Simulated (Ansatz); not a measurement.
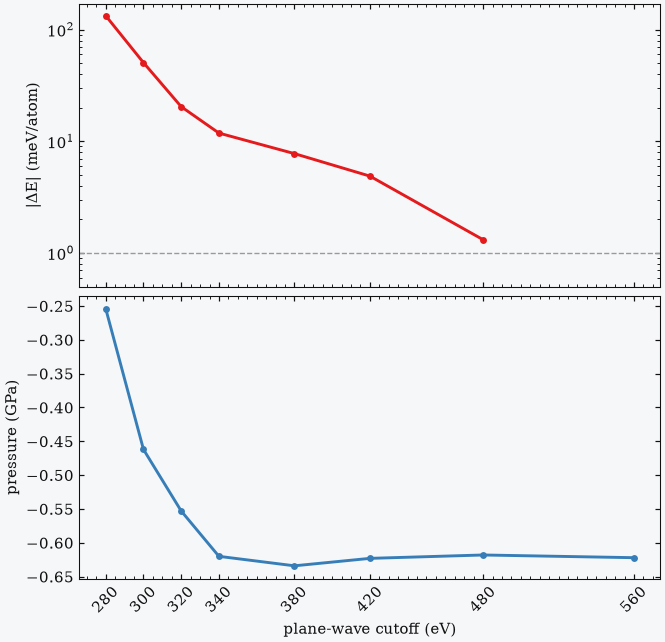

Scan of the plane-wave cutoff (density cutoff scaled with it).
The run: ZnS (R3m, 2 atoms in the cell), by Ansatz, HSE06, plane waves, PAW datasets; 4×4×4 k-mesh, Fermi–Dirac smearing of 0.05 eV.
ΔE is the free energy less its value at the largest setting, 560 eV.
Dashed lines or grey bands mark the tolerance: 1 meV/atom.
The pressure holds the program's Pulay correction for the finite basis; without it, low cutoffs would be much further off.
The atoms sit off their equilibrium sites.

Question: From which setting is the free energy converged to 1 meV/atom?

Answer: The free energy at the last setting but one, 480 eV, is still more than 1 meV/atom from the largest setting's value, so the scan doesn't show it converged. It is off by 130 meV/atom at 280 eV, 12 meV/atom at 340 eV and 1.3 meV/atom at 480 eV (always above it). The smaller bases give higher energies, which fall towards the limit as the basis grows.

Question: And the pressure, to 0.1 GPa?

Answer: The pressure is within 0.1 GPa of the largest setting's value from 320 eV on. It is −0.25 GPa at 280 eV, −0.46 GPa at 300 eV and −0.62 GPa at 560 eV.
